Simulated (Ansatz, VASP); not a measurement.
# Cross-check of CsH between VASP and Ansatz, part 3 of 3

Aim: how closely do two programs agree when they are given the same cell, functional and k mesh? The cell is generated by rule, not measured, and may not be a known phase. The cell comes out of the VASP series on this material, whose earlier steps may have relaxed, scaled or displaced it; both programs get it as it stands.

VASP 6.6.1 and Ansatz 0.2.0.

So far: Starting point; Ansatz: zone-centre phonons, PBE; VASP: zone-centre phonons, PBE; Side by side; What moves the difference.

### 6. VASP: band structure, HSE06

Level of this step: HSE06; plane waves and PAW (Cs_sv, H); invented cell (VASP).

Levels along a path test the potential and the projectors away from the mesh points.

Contents of INCAR:

```
SYSTEM = CsH
PREC = Accurate
ENCUT = 400
EDIFF = 1E-06
NELM = 100
ISMEAR = 0
SIGMA = 0.02
LREAL = .FALSE.
ALGO = Normal
LHFCALC = .TRUE.
AEXX = 0.25
GGA = PE
HFSCREEN = 0.2
LASPH = .TRUE.
NBANDS = 11
PRECFOCK = Fast
LORBIT = 11
LWAVE = .FALSE.
LCHARG = .FALSE.
KPAR = 4
ISIF = 2
```

Contents of POSCAR:

```
CsH
1.0
    0.0000000000      3.3322300000      3.3322300000
    3.3322300000      0.0000000000      3.3322300000
    3.3322300000      3.3322300000      0.0000000000
Cs H
1 1
Direct
    0.0000000000      0.0000000000      0.0000000000
    0.2500000000      0.2500000000      0.2500000000
```

Contents of KPOINTS:

```
Automatic mesh
0
Gamma
4 4 4
0 0 0
```

Contents of KPOINTS_OPT:

```
Line mode
8
Line-mode
Reciprocal
  0.00000000   0.00000000   0.00000000 GAMMA
  0.50000000   0.00000000   0.50000000 X

  0.50000000   0.00000000   0.50000000 X
  0.50000000   0.25000000   0.75000000 W

  0.50000000   0.25000000   0.75000000 W
  0.37500000   0.37500000   0.75000000 K

  0.37500000   0.37500000   0.75000000 K
  0.00000000   0.00000000   0.00000000 GAMMA

  0.00000000   0.00000000   0.00000000 GAMMA
  0.50000000   0.50000000   0.50000000 L

  0.50000000   0.50000000   0.50000000 L
  0.62500000   0.25000000   0.62500000 U

  0.62500000   0.25000000   0.62500000 U
  0.50000000   0.25000000   0.75000000 W

  0.50000000   0.25000000   0.75000000 W
  0.50000000   0.50000000   0.50000000 L

  0.50000000   0.50000000   0.50000000 L
  0.37500000   0.37500000   0.75000000 K

  0.62500000   0.25000000   0.62500000 U
  0.50000000   0.00000000   0.50000000 X
```

Potentials, in the order of the species: Cs_sv and H (PBE family, release 64).

Run with:

```bash
$ mpirun -np 4 vasp_std
```

Numbers of over 12 decimals in the logs are rounded to 6 here.

Log:

```text
[banner, memory and clock lines left out]
running    4 mpi-ranks, on    1 nodes
[...]
LDA part: xc-table for (Slater+PW92), standard interpolation
 found WAVECAR, reading the header
 POSCAR, INCAR and KPOINTS ok, starting setup
[...]
reading WAVECAR
 the WAVECAR file was read successfully
 initial charge from wavefunction
 entering main loop
       N       E                     dE             d eps       ncg     rms          rms(c)
DAV:   1    -0.504811058380E+01   -0.50481E+01   -0.39634E-01   179   0.442E+00    0.999E-01
DAV:   2    -0.504980133182E+01   -0.16907E-02   -0.43937E-03   203   0.334E-01    0.638E-01
DAV:   3    -0.504923955588E+01    0.56178E-03   -0.47389E-04   209   0.147E-01    0.379E-01
DAV:   4    -0.504909178109E+01    0.14777E-03   -0.24288E-04   197   0.932E-02    0.223E-01
[...]
DAV:   9    -0.504906954099E+01   -0.17178E-05   -0.45166E-07   191   0.606E-03    0.161E-02
DAV:  10    -0.504907075384E+01   -0.12128E-05   -0.20970E-07   188   0.395E-03    0.953E-03
DAV:  11    -0.504907150792E+01   -0.75408E-06   -0.10225E-07   173   0.262E-03
   1 F= -.50490715E+01 E0= -.50490715E+01  d E =-.256983E-32
 Start KPOINTS_OPT (optional k-point list driver)
k-point batch [1-8\80]
       N       E                     dE             ncg
DAV:   1    -0.422277609795E+03   -0.17704E+04      176
DAV:   2    -0.815513363490E+03   -0.39324E+03      205
DAV:   3    -0.859621265621E+03   -0.44108E+02      206
DAV:   4    -0.860417789867E+03   -0.79652E+00      212
DAV:   5    -0.860423230311E+03   -0.54404E-02      225
DAV:   6    -0.860423258756E+03   -0.28445E-04      230
DAV:   7    -0.860423258982E+03   -0.22647E-06      214
[...]
k-point batch [73-80\80]
       N       E                     dE             ncg
DAV:   1    -0.480993046945E+03   -0.26508E+04      176
DAV:   2    -0.824178115211E+03   -0.34319E+03      220
DAV:   3    -0.858851368413E+03   -0.34673E+02      209
DAV:   4    -0.859421520611E+03   -0.57015E+00      280
DAV:   5    -0.859425374563E+03   -0.38540E-02      280
DAV:   6    -0.859425387554E+03   -0.12991E-04      269
DAV:   7    -0.859425387588E+03   -0.34084E-07      254
```

From OUTCAR (step 6):

```text
  Total        0.5280192      0.5280192      0.5280192     -0.0000000      0.0000000      0.0000000
  in kB       11.4320838     11.4320838     11.4320838     -0.0000000      0.0000000      0.0000000
  external PRESSURE =      11.4320838 kB  Pullay stress =       0.0000000 kB

 POSITION                                       TOTAL-FORCE (eV/Angst)
 -----------------------------------------------------------------------------------
      0.00000      0.00000      0.00000         0.000000      0.000000      0.000000
      1.66612      1.66612      1.66612        -0.000000     -0.000000     -0.000000
 -----------------------------------------------------------------------------------
    total drift:                                0.000000     -0.000000     -0.000000

  FREE ENERGIE OF THE ION-ELECTRON SYSTEM (eV)
  ---------------------------------------------------
  free  energy   TOTEN  =        -5.0490715079 eV

  energy  without entropy=       -5.0490715079  energy(sigma->0) =       -5.04907151

[... 1 part as in an earlier step ...]

[... 2 further parts left out ...]
[key lines of the parts left out:]
E-fermi :  -1.0602
```

The run ends at a pressure of 1.14 GPa.

### 7. Ansatz: band structure, HSE06

The same cell, functional, mesh and smearing now go to Ansatz, which takes its cutoff from its data sets.

The cell comes out of the VASP series on this material, whose earlier steps may have relaxed, scaled or displaced it; both programs get it as it stands.

Contents of input.yaml:

```yaml
crystal:
  lattice:
    - [0.0, 3.33223, 3.33223]
    - [3.33223, 0.0, 3.33223]
    - [3.33223, 3.33223, 0.0]
  atoms:
    - { symbol: Cs, position: [0.0, 0.0, 0.0] }
    - { symbol: H, position: [0.25, 0.25, 0.25] }
hamiltonian:
  xc: { exchange: pbe, correlation: pbe, exx: { coeff: 0.25, omega: 0.2 } }
  pseudopotentials: { kind: paw }
kpoints:
  mp_grid: { grid: [4, 4, 4] }
  band_path:
    path:
      - [0.0, 0.0, 0.0]
      - [0.5, 0.0, 0.5]
      - [0.5, 0.21429, 0.71429]
      - [0.5, 0.25, 0.75]
      - [0.41071, 0.33929, 0.75]
      - [0.16071, 0.16071, 0.32143]
      - [0.21429, 0.21429, 0.21429]
      - [0.55357, 0.39286, 0.55357]
      - [0.58929, 0.25, 0.66071]
      - [0.5, 0.28571, 0.71429]
      - [0.5, 0.5, 0.5]
      - [0.375, 0.375, 0.75]
      - [0.5, 0.0, 0.5]
    npoints: 1
scf:
  occupations: { method: gaussian, width: 0.02 }
  n_extra_bands: 7
output:
  forces: true
  stress: true
  eigenvalues: true
```

Run with:

```bash
$ ansatz run input.yaml --threads 4 --pin off --max-ram 9216MiB --backend cpu --events-out ev --progress --plain --runs-dir out
```

Log:

```text
[...]
--- Band table (eV; the first three rows and the last of 8) ---
  k-point 0: bands = [... 1 lower, -6.4460, -6.4460, -6.4460, 0.3042, 6.9025, 7.8584, 7.8584, 7.8584, ... 3 higher]
  k-point 1: bands = [... 1 lower, -6.8011, -6.4842, -6.4842, 0.8486, 5.9739, 8.0581, 8.0581, 9.4124, ... 3 higher]
  k-point 2: bands = [... 1 lower, -7.1121, -6.5217, -6.5217, 1.1929, 6.4310, 7.7734, 7.7734, 9.1589, ... 3 higher]
  k-point 7: bands = [... 1 lower, -6.9546, -6.8200, -6.6607, 1.5668, 6.0504, 6.9908, 8.0540, 11.1003, ... 3 higher]
[key lines of the parts left out:]
Free energy (F): -5691.808810 eV
Fermi energy:    3.418691 eV
P = ⅓ Tr σ = 1.2286 GPa (12.286 kbar)
```

Wall time 23 s (4 threads of Arm Neoverse V1, shared host); peak memory 0.73 GiB.

### 8. Side by side

What differs besides the data sets and the points named for the pairs above, as far as they apply: exact exchange at q = 0 is treated differently, which shows on coarse meshes; VASP keeps PBE cores, Ansatz makes them for the functional; VASP takes a coarser grid for exact exchange (PRECFOCK = Fast). Total energies have different zeros and are not compared.

Both answers:

```tsv
quantity	Ansatz	VASP	difference
pressure (GPa)	1.23	1.14	+0.09
gap over the path points (eV)	3.704	3.700	+0.003
```

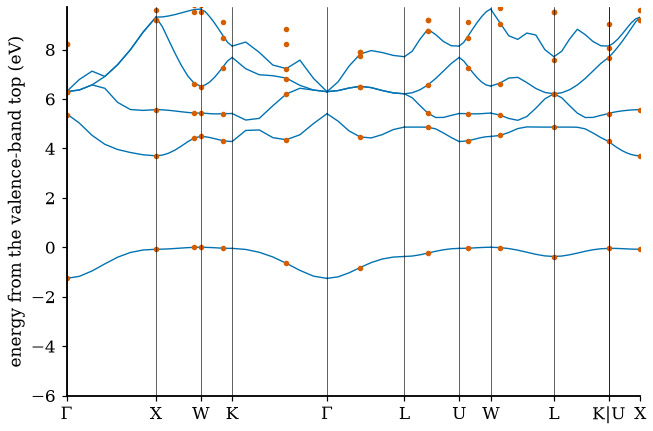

Bands from VASP (lines) and levels from Ansatz (dots). Dots without a line are higher empty bands that the VASP plot leaves out.

Levels at points of the path, from each program's valence-band top (eV; 4 filled, then empty):

```tsv
k (reciprocal lattice)	Ansatz	VASP
0.000 0.000 0.000	-8.01 -8.01 -8.01 -1.26 5.34 6.29 6.29	-8.03 -8.03 -8.03 -1.26 5.40 6.29 6.29
0.500 0.000 0.500	-8.67 -8.22 -8.22 -0.08 3.70 5.56 9.19	-8.68 -8.23 -8.23 -0.08 3.70 5.57 9.31
0.500 0.214 0.714	-8.54 -8.37 -8.23 0.00 4.42 5.43 6.60	-8.55 -8.38 -8.24 0.00 4.42 5.43 6.63
0.500 0.250 0.750	-8.52 -8.39 -8.23 0.00 4.48 5.42 6.49	-8.53 -8.40 -8.24 0.00 4.48 5.43 6.52
0.411 0.339 0.750	-8.56 -8.36 -8.19 -0.04 4.32 5.40 7.27	-8.57 -8.38 -8.20 -0.04 4.32 5.40 7.31
0.161 0.161 0.321	-8.35 -8.12 -8.04 -0.65 4.34 6.19 6.83	-8.36 -8.14 -8.06 -0.65 4.35 6.20 6.84
0.214 0.214 0.214	-8.29 -8.04 -8.04 -0.82 4.45 6.50 6.50	-8.31 -8.06 -8.06 -0.82 4.46 6.51 6.51
0.554 0.393 0.554	-8.63 -8.20 -8.11 -0.24 4.86 5.42 6.56	-8.64 -8.22 -8.13 -0.24 4.86 5.43 6.57
0.589 0.250 0.661	-8.56 -8.36 -8.19 -0.04 4.32 5.40 7.27	-8.57 -8.38 -8.20 -0.04 4.32 5.40 7.31
0.500 0.286 0.714	-8.52 -8.39 -8.21 -0.01 4.53 5.35 6.60	-8.53 -8.40 -8.23 -0.01 4.52 5.35 6.64
```

Among the levels compared (up to four filled and three empty ones at each point), filled levels agree within 14 meV and empty ones within 115 meV. Ansatz's pressure holds a Pulay correction of 0.02 GPa; VASP's holds none.

### 9. Outcome

| Item | Value |
| --- | --- |
| difference in mode 4 to 6 (zone-centre phonons, PBE) | -1.2 % |
| difference in gap over the path points (band structure, HSE06) | 0.0033 eV |

The difference in mode 4 to 6 is -1.2 % (zone-centre phonons, PBE), within the 3 % picked in this series as the mark of a large difference. For zone-centre phonons, PBE: no further run halves the difference in mode 4 to 6; only Ansatz's side was varied. The all-electron run, which needs no data set, lies 1.2 % from VASP and 0.048 % from Ansatz's PAW result, so it sides with Ansatz. How closely two codes agree says nothing of how well the functional describes the real material.

[Lines on the potential files, build, host, timing and source positions are cut from VASP's logs without a mark.]

[Logs are printed without paths, hosts, clocks, repeated set-up lines and the standing remarks that a program may print on its own settings, such as how far it seeks lower states.]

[Hosts, paths, dates, database ids (printed as entryN), source tags and the programs' standing remarks are cut or masked in the printed files.]
